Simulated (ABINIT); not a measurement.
**Positron calculation of P (part 2 of 2)**

P (4 atoms in the cell); Kohn-Sham DFT of a periodic cell, PBE, JTH PAW PBE v2.0, no spin polarisation (ABINIT 10.8.3); cutoff 408.17 eV, 6×6×4 k-mesh, fermi-dirac of 0.05 eV. The structure derives from a Materials Project entry.

Geometry of the input (Å; fractional positions):
```
1.6477  -5.4650  0.0000
1.6477  5.4650  0.0000
0.0000  0.0000  4.5436
P  0.9041  0.0959  0.5888
P  0.0959  0.9041  0.4112
P  0.5959  0.4041  0.0888
P  0.4041  0.5959  0.9112
```

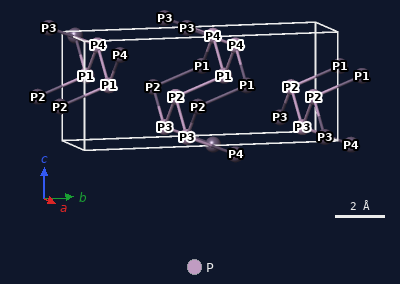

*The input geometry (ball-and-stick view of the cell 2 times as large as that of the calculation, set on its symmetry axes, seen slightly off an axis; neighbours outside the cell are drawn fainter; atoms are numbered from 1 in the order of the input).*

### The program's output, continued
```
 cartesian forces (hartree/bohr) at end:
    1     -0.00000000000000     0.00323960053188    -0.00616058873810
    2     -0.00000000000000    -0.00323960053188     0.00616058873810
    3     -0.00000000000000    -0.00323960053188    -0.00616058873810
    4      0.00000000000000     0.00323960053188     0.00616058873810
 frms,max,avg= 4.0186177E-03 6.1605887E-03   0.000E+00  0.000E+00  0.000E+00 h/b

 cartesian forces (eV/Angstrom) at end:
    1     -0.00000000000000     0.16658695725956    -0.31679020999919
    2     -0.00000000000000    -0.16658695725956     0.31679020999919
    3     -0.00000000000000    -0.16658695725956    -0.31679020999919
    4      0.00000000000000     0.16658695725956     0.31679020999919
 frms,max,avg= 2.0664563E-01 3.1679021E-01   0.000E+00  0.000E+00  0.000E+00 e/A
 length scales=  1.889726125908  1.889726125908  1.889726125908 bohr
              =  1.000000000000  1.000000000000  1.000000000000 angstroms
 Fermi (or HOMO) energy (hartree) =   0.25057   Average Vxc (hartree)=  -0.34764
 Eigenvalues (hartree) for nkpt=  39  k points:
 kpt#   1, nband= 14, wtk=  0.00694, kpt=  0.0000  0.0000  0.0000 (reduced coord)
  -0.33409   -0.23309   -0.11237   -0.00104    0.06635    0.06844    0.09815    0.14578
   0.15322    0.20385    0.26916    0.28546    0.31750    0.35150
      occupation numbers for kpt#   1
   2.00000    2.00000    2.00000    2.00000    2.00000    2.00000    2.00000    2.00000
   2.00000    2.00000    0.00008    0.00000    0.00000    0.00000
 prteigrs : prtvol=0 or 1, do not print more k-points.

--- !EnergyTerms
iteration_state     : {dtset: 1, }
comment             : Components of total free energy in Hartree
kinetic             :  1.00508485212972E+01
hartree             :  3.66063500585778E+00
xc                  : -9.01940816129934E+00
Ewald energy        : -2.47391988684535E+01
psp_core            :  6.43523847802997E-02
local_psp           : -1.41912808869692E+01
PAW spherical_terms :  7.51368334616236E+00
internal            : -2.66603686586244E+01
'-kT*entropy'       : -3.78198171432189E-05
total_energy        : -2.66604064784415E+01
total_energy_eV     : -7.25466618159726E+02
...

--- !EnergyTermsDC
iteration_state     : {dtset: 1, }
comment             : '"Double-counting" decomposition of free energy'
band_energy         : -6.68480346577050E-02
Ewald energy        : -2.47391988684535E+01
psp_core            :  6.43523847802997E-02
xc_dc               : -3.05447623933047E+00
PAW spherical_terms :  1.13580215735331E+00
internal            : -2.66603686003081E+01
'-kT*entropy'       : -3.78198171432189E-05
total_energy_dc     : -2.66604064201252E+01
total_energy_dc_eV  : -7.25466616572858E+02
...

--- !EnergyTermsWithPAWCore
iteration_state     : {dtset: 1, }
comment             : 'Components of total free energy, including PAW core contributions'
Total energy        : -1.36839082135002E+03
Total energy DC     : -1.36839082129171E+03
Total energy (eV)   : -3.72358111752106E+04
Total energy DC (eV): -3.72358111736238E+04
...

 Cartesian components of stress tensor (hartree/bohr^3)
  sigma(1 1)= -6.96234421E-05  sigma(3 2)=  0.00000000E+00
  sigma(2 2)= -5.12348384E-05  sigma(3 1)=  0.00000000E+00
  sigma(3 3)= -6.52458491E-05  sigma(2 1)=  0.00000000E+00

-Cartesian components of stress tensor (GPa)         [Pressure=  1.8251E+00 GPa]
- sigma(1 1)= -2.04839239E+00  sigma(3 2)=  0.00000000E+00
- sigma(2 2)= -1.50738099E+00  sigma(3 1)=  0.00000000E+00
- sigma(3 3)= -1.91959915E+00  sigma(2 1)=  0.00000000E+00

================================================================================
== DATASET  2 ==================================================================

--- !DatasetInfo
iteration_state: {dtset: 2, }
dimensions: {natom: 4, nkpt: 1, mband: 1, nsppol: 1, nspinor: 1, nspden: 1, mpw: 765, }
cutoff_energies: {ecut:  15.0, pawecutdg:  30.0, }
electrons: {nelect:   1.00000000E+00, charge:   0.00000000E+00, occopt:   2.00000000E+00, tsmear:   1.00000000E-02, }
meta: {optdriver: 0, ionmov: 0, optcell: 0, iscf: 17, paral_kgb: 0, }
...

 mkfilename : getden/=0, take file _DEN from output of DATASET   1.

 Exchange-correlation functional for the present dataset will be:
  GGA: Perdew-Burke-Ernzerhof functional - ixc=11
  J.P.Perdew, K.Burke, M.Ernzerhof, PRL 77, 3865 (1996)

 Real(R)+Recip(G) space primitive vectors, cartesian coordinates (Bohr,Bohr^-1):
 R(1)=  3.1137832-10.3274246  0.0000000  G(1)=  0.1605764 -0.0484148  0.0000000
 R(2)=  3.1137832 10.3274246  0.0000000  G(2)=  0.1605764  0.0484148  0.0000000
 R(3)=  0.0000000  0.0000000  8.5862269  G(3)=  0.0000000  0.0000000  0.1164656
 Unit cell volume ucvol=  5.5222080E+02 bohr^3
 Angles (23,13,12)=  9.00000000E+01  9.00000000E+01  1.46443224E+02 degrees

 Coarse grid specifications (used for wave-functions):

 getcut: wavevector=  0.0000  0.0000  0.0000  ngfft=  40  40  30
         ecut(hartree)=     15.000   => boxcut(ratio)=   2.00405

 Fine grid specifications (used for densities):

 getcut: wavevector=  0.0000  0.0000  0.0000  ngfft=  54  54  45
         ecut(hartree)=     30.000   => boxcut(ratio)=   2.03154

--- Pseudopotential description ------------------------------------------------
- pspini: atom type   1  psp file is ./P.GGA_PBE-JTH.xml
 Pseudopotential format is: paw10
 basis_size (lnmax)=  4 (lmn_size=  8), orbitals=   0   0   1   1
 Spheres core radius: rc_sph= 1.60765221
 Shapefunction is SIN type: shapef(r)=[sin(pi*r/rshp)/(pi*r/rshp)]**2
 Radius for shape functions =  1.60765221
 Compensation charge density is not taken into account in XC energy/potential

--------------------------------------------------------------------------------

================================================================================

--- !BeginCycle
iteration_state: {dtset: 2, }
solver: {iscf: 17, nstep: 80, nline: 4, wfoptalg: 10, }
tolerances: {toldfe: 1.00E-09, }
...

     iter   Etot(hartree)      deltaE(h)  residm     nres2
 ETOT  1  -27.126422378330    -2.713E+01 1.184E-01 2.888E-01
 ETOT  2  -27.175166042712    -4.874E-02 4.518E-04 2.532E-01
 ETOT  3  -27.175196667059    -3.062E-05 2.193E-05 1.554E-01
 ETOT  4  -27.175198523221    -1.856E-06 8.299E-07 2.566E-02
 ETOT  5  -27.175198662636    -1.394E-07 9.319E-08 3.801E-04
 ETOT  6  -27.175198673818    -1.118E-08 4.840E-09 8.286E-05
 ETOT  7  -27.175198674716    -8.981E-10 6.180E-10 2.897E-06
 ETOT  8  -27.175198674787    -7.027E-11 3.997E-11 1.007E-07

 At SCF step    8, etot is converged :
  for the second time, diff in etot=  7.027E-11 < toldfe=  1.000E-09

--- !ResultsGS
iteration_state: {dtset: 2, }
comment   : Summary of ground state results
lattice_vectors:
- [  3.1137832, -10.3274246,   0.0000000, ]
- [  3.1137832,  10.3274246,   0.0000000, ]
- [  0.0000000,   0.0000000,   8.5862269, ]
lattice_lengths: [  10.78663,   10.78663,    8.58623, ]
lattice_angles: [ 90.000,  90.000, 146.443, ] # degrees, (23, 13, 12)
lattice_volume:   5.5222080E+02
convergence: {deltae: -7.027E-11, res2:  1.007E-07, residm:  3.997E-11, diffor:  0.000E+00, }
etotal    :  -2.71751987E+01
entropy   :   0.00000000E+00
fermie    :  -5.14792255E-01
cartesian_stress_tensor: null
pressure_GPa: null
xred      :
- [  9.0414E-01,   9.5857E-02,   5.8882E-01,  P]
- [  9.5857E-02,   9.0414E-01,   4.1118E-01,  P]
- [  5.9586E-01,   4.0414E-01,   8.8815E-02,  P]
- [  4.0414E-01,   5.9586E-01,   9.1118E-01,  P]
cartesian_forces: null
force_length_stats: {min: null, max: null, mean: null, }
...

 Integrated electronic density in atomic spheres:
 ------------------------------------------------
 Atom  Sphere_radius  Integrated_density
    1        1.60765          0.00154912
    2        1.60765          0.00154912
    3        1.60765          0.00154668
    4        1.60765          0.00154668

--------------------------------------------------------------------------------
 Results for electron-positron annihilation:

 # Zero-positron density limit of Arponen and Pajanne fitted by Sterne & Kaiser
   Ref.: P.A. Sterne and J.H. Kaiser, Phys. Rev. B 43, 13892 (1991)
 # Enhancement factor of Sterne & Kaiser
   Ref.: P.A. Sterne and J.H. Kaiser, Phys. Rev. B 43, 13892 (1991)

 Positron lifetime                         (ps)   =  2.43363425E+02
 Positron lifetime with IPM for core elec. (ps)   =  2.44339514E+02
 Annihilation rate                         (ns-1) =  4.10908090E+00
 Annihilation rate with IPM for core elec. (ns-1) =  4.09266591E+00

 Annihilation rate core/valence decomposition:
   Core    contribution to ann.rate          (ns-1) =  1.01612226E-01
   Valence contribution to ann.rate          (ns-1) =  4.00746867E+00
   Core    contribution to ann.rate with IPM (ns-1) =  8.20641115E-02
   Valence contribution to ann.rate with IPM (ns-1) =  4.01060180E+00

 Annihilation rate PAW decomposition:
   Plane-wave contribution to ann.rate          (ns-1) =  4.01754727E+00
   Plane-wave valence contribution to ann.rate  (ns-1) =  4.00894634E+00
   On-site core contribution to ann.rate        (ns-1) =  9.30112990E-02
   On-site valence contribution to ann.rate     (ns-1) = -1.47767238E-03
   Plane-wave contribution to ann.rate with IPM (ns-1) =  4.01442646E+00
   Plane-wave core contrb. to ann.rate with IPM (ns-1) =  3.26070239E-03

      (*) IPM=Independent particle Model

================================================================================

 ----iterations are completed or convergence reached----

 Mean square residual over all n,k,spin=   39.974E-12; max=  39.974E-12
 reduced coordinates (array xred) for    4 atoms
       0.904143130000      0.095856870000      0.588815170000
       0.095856870000      0.904143130000      0.411184830000
       0.595856870000      0.404143130000      0.088815170000
       0.404143130000      0.595856870000      0.911184830000
 rms dE/dt=  0.0000E+00; max dE/dt=  0.0000E+00; dE/dt below (all hartree)
    1       0.000000000000      0.000000000000      0.000000000000
    2       0.000000000000      0.000000000000      0.000000000000
    3       0.000000000000      0.000000000000      0.000000000000
    4       0.000000000000      0.000000000000      0.000000000000

 cartesian coordinates (angstrom) at end:
    1      1.64774312410000    -4.41731490357999     2.67536156234390
    2      1.64774312410000     4.41731490357999     1.86827402765610
    3      1.64774312410000    -1.04772282152001     0.40354376734390
    4      1.64774312410000     1.04772282152001     4.14009182265610
 length scales=  1.889726125908  1.889726125908  1.889726125908 bohr
              =  1.000000000000  1.000000000000  1.000000000000 angstroms
 Fermi (or HOMO) energy (hartree) =  -0.51479   Average Vxc (hartree)=  -0.32079
 Eigenvalues (hartree) for nkpt=   1  k points:
 kpt#   1, nband=  1, wtk=  1.00000, kpt=  0.0000  0.0000  0.0000 (reduced coord)
  -0.51479

--- !EnergyTerms
iteration_state     : {dtset: 2, }
comment             : Components of total free energy in Hartree
kinetic             :  8.80837844381952E-02
local_psp           : -8.02268761949512E-01
PAW spherical_terms :  5.23127963901146E-03
positronic          : -7.08953697872306E-01
electronic          : -2.66604064201252E+01
electron_positron_interaction:  1.94095275932212E-01
total_energy        : -2.71752648420653E+01
total_energy_eV     : -7.39476627954267E+02
...

--- !EnergyTermsDC
iteration_state     : {dtset: 2, }
comment             : '"Double-counting" decomposition of free energy'
band_energy         : -5.14792254661288E-01
PAW spherical_terms :  0.00000000000000E+00
electron_positron_dc: -1.94095275932240E-01
positronic          : -7.08887530593528E-01
electronic          : -2.66604064201252E+01
electron_positron_interaction:  1.94095275932212E-01
total_energy_dc     : -2.71751986747865E+01
total_energy_dc_eV  : -7.39474827450887E+02
...

== END DATASET(S) ==============================================================
================================================================================

 -outvars: echo values of variables after computation  --------
            acell      1.8897261259E+00  1.8897261259E+00  1.8897261259E+00 Bohr
           etotal1    -2.6660406420E+01
           etotal2    -2.7175198675E+01
            fcart1    -2.2319130157E-19  3.2396005319E-03 -6.1605887381E-03
                      -4.5735020628E-19 -3.2396005319E-03  6.1605887381E-03
                      -2.1048956742E-19 -3.2396005319E-03 -6.1605887381E-03
                       8.9103107527E-19  3.2396005319E-03  6.1605887381E-03
            fcart2     9.9999999999E+99  9.9999999999E+99  9.9999999999E+99
                       9.9999999999E+99  9.9999999999E+99  9.9999999999E+99
                       9.9999999999E+99  9.9999999999E+99  9.9999999999E+99
                       9.9999999999E+99  9.9999999999E+99  9.9999999999E+99
            rprim      1.6477431241E+00 -5.4650377251E+00  0.0000000000E+00
                       1.6477431241E+00  5.4650377251E+00  0.0000000000E+00
                       0.0000000000E+00  0.0000000000E+00  4.5436355900E+00
           strten1    -6.9623442099E-05 -5.1234838419E-05 -6.5245849089E-05
                       0.0000000000E+00  0.0000000000E+00  0.0000000000E+00
           strten2     9.9999999999E+99  9.9999999999E+99  9.9999999999E+99
                       9.9999999999E+99  9.9999999999E+99  9.9999999999E+99
           xangst      1.6477431241E+00 -4.4173149036E+00  2.6753615623E+00
                       1.6477431241E+00  4.4173149036E+00  1.8682740277E+00
                       1.6477431241E+00 -1.0477228215E+00  4.0354376734E-01
                       1.6477431241E+00  1.0477228215E+00  4.1400918227E+00
             xred      9.0414313000E-01  9.5856870000E-02  5.8881517000E-01
                       9.5856870000E-02  9.0414313000E-01  4.1118483000E-01
                       5.9585687000E-01  4.0414313000E-01  8.8815170000E-02
                       4.0414313000E-01  5.9585687000E-01  9.1118483000E-01
 Calculation completed.
```

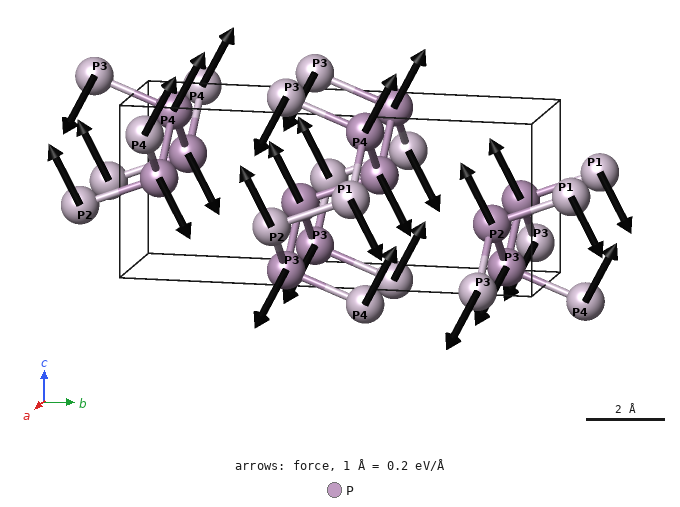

*Forces on the atoms as black arrows (ball-and-stick view of the cell 2 times as large as that of the calculation, set on its symmetry axes, seen slightly off an axis; neighbours outside the cell are drawn fainter; atoms are numbered from 1 in the order of the input).*

The largest act on all 4 P atoms (0.36 eV/Å). The geometry is not a stationary point of this energy.

### Key numbers

```tsv
quantity	value
outcome	converged
space group (tolerance 0.01 Å)	Cmce (64)
electrons treated	20
free energy	−725.4666 eV
positron lifetime (one of the program's estimates)	243.4 ps
Fermi energy	6.818 eV
gap on the k-point mesh	0.09 eV
pressure	1.83 GPa
largest force (length of the vector)	0.358 eV/Å
wall time	32 s
peak memory	0.11 GiB
```

### Notes

Points of doubt noted for this run: PAW basis incomplete for positron.
